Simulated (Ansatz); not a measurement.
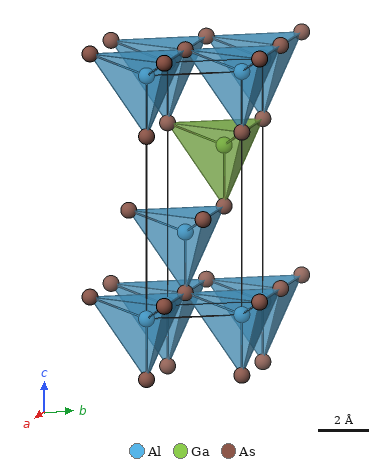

View slightly off an axis, drawn as a polyhedral model. The lines enclose the conventional unit cell; boundary atoms appear with their images. A few atoms beyond the faces are included. Cell: a = 4.05 Å, b = 4.05 Å, c = 9.93 Å, α = 90.00°, β = 90.00°, γ = 120.00°.

Origin of the cell: a structure type filled with these elements by a generator (whether the compound takes this form wasn't checked). Earlier steps of the study may have refined or changed the cell and positions. A calculation with Ansatz used it as input.

Give a description of the structure.

Answer. Formula: Al2GaAs3. The atoms follow space group P3m1 (No. 156); the Bravais lattice is primitive hexagonal. With Z = 1, the cell contains 2 Al, 1 Ga, 3 As. The polyhedra are AlAs4 tetrahedra and GaAs4 tetrahedra; they share corners. About every Al there are four As in a tetrahedral arrangement at about 2.5 Å. Ga is linked to four As in a tetrahedral arrangement at about 2.5 Å. As takes three kinds of site: 1a with three Ga and one Al in a tetrahedral arrangement (about 2.5 Å to Ga, 2.5 Å to Al); 1b with three Al and one Ga in a tetrahedral arrangement (about 2.5 Å to Al, 2.5 Å to Ga); 1c with four Al in a tetrahedral arrangement at about 2.5 Å. The bonds build a three-dimensional framework.

The calculation used Ansatz 0.2.0, DFT PBE, scalar-relativistic, plane waves, PAW, with an energy cutoff of 420 eV, k-mesh 12×12×4, Gaussian smearing of 0.02 eV, no spin polarisation.

Does it come out as a metal, or with a gap?

Answer. A semiconductor at this level, with a gap of 0.95 eV, direct.

What does a Bader analysis give?

Answer. Al +1.94 e; Ga +0.68 e; As -1.94 to -1.00 e.

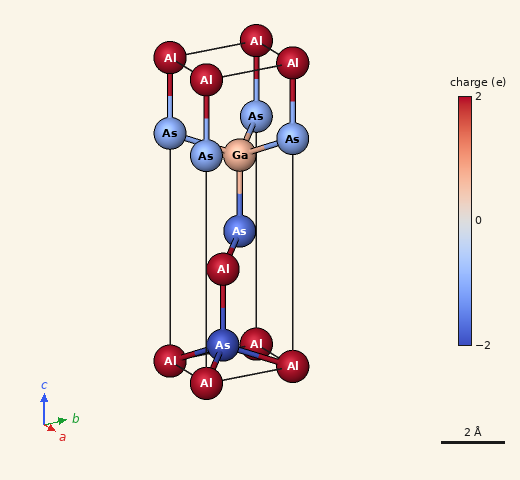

The atoms coloured by those charges. The run's cell of 6 atoms is drawn.

Are forces and stress small enough to call this relaxed?

Answer. Yes. The largest force is 0.01 eV/Å. The pressure is 0.0 GPa, close to zero.
